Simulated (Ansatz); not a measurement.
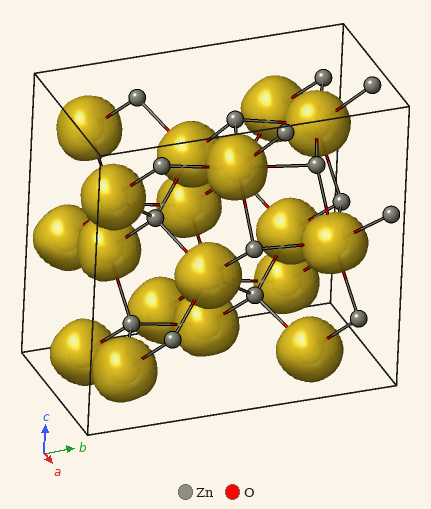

The picture shows: Zn19O18 (cell with a defect). Isosurface of the electron localisation function at 0.7 (yellow), seen slightly off an axis. Only the valence region is drawn (cores and ρ < 0.01 e/Å³ removed). Sticks mark near contacts.

Theory: DFT PBE, scalar-relativistic, plane waves, PAW (Ansatz 0.2.0).

Core electrons are frozen (PAW), and the valence fields are smoothed inside the atomic spheres.

> Describe the localisation domains.

At this value the surface marks out 18 regions wrapped around O (the valence shell of each), counted in one cell of 37 atoms. Any copies at cell faces, edges or corners count once. Along the contacts the grid gives the following. Zn–O (1.90 Å): the ELF peaks at about 0.80 in the valence shell of O, 0.6 Å from its nucleus, and is about 0.30 at the midpoint (no shared electron pair shows on this line). Zn–O (1.97 Å): the ELF peaks at about 0.85 in the valence shell of O, 0.6 Å from its nucleus, and is about 0.25 at the midpoint: no shared electron pair shows on this line.

> Does the calculation give a band gap?

It is gapped, with a Kohn–Sham gap of 1.3 eV on the k-point mesh (the band edges may lie off the mesh, which would make the gap smaller).
